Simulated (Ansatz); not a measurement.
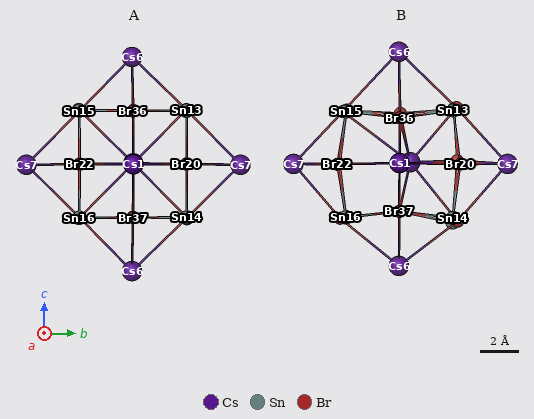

Two geometries of a defect cell of composition Cs8Sn8Br23, drawn at one scale. One is the start of a relaxation, the other its converged end. Style: ball-and-stick. Shown: the atoms within 5.8 Å of the atom that moves most (axes of the cell of the calculation), along the a axis.

These are results of Ansatz, DFT, PBEsol, PAW, plane waves, not measurements. Set-up: plane-wave cutoff 420 eV; k-point mesh 1 × 1 × 1; mesh shifted by (0.25, 0.25, 0.25); collinear spin; atoms relaxed in a fixed cell; force threshold 0.03 eV/Å; at most 80 steps.

**Which one is relaxed?**

Structure B is the relaxed one. Over 12 geometry steps the energy falls by 0.178 eV per cell of the calculation. Largest force component: 0.28 eV/Å at the start, 0.015 eV/Å at the end. The atom that moves furthest is a Cs atom (0.54 Å roughly along +b). Largest moves by element: Cs 0.54 Å, Br 0.52 Å, Sn 0.24 Å. The cell stays as it was. Among the contacts that change: Br–Cs 4.049 → 4.934 Å, Br–Cs 4.101 → 4.820 Å, Br–Cs 4.059 → 4.626 Å, Br–Cs 4.036 → 4.527 Å. Bond angles that change, for instance: Sn–Br–Sn 177.3° → 157.8°, Sn–Br–Sn 179.7° → 162.0°, Cs–Br–Sn 90.2° → 107.7°. The run took 8.8 s on 1 × NVIDIA GB200 with 8 threads of Arm Neoverse-V2, peak memory 2 GiB.
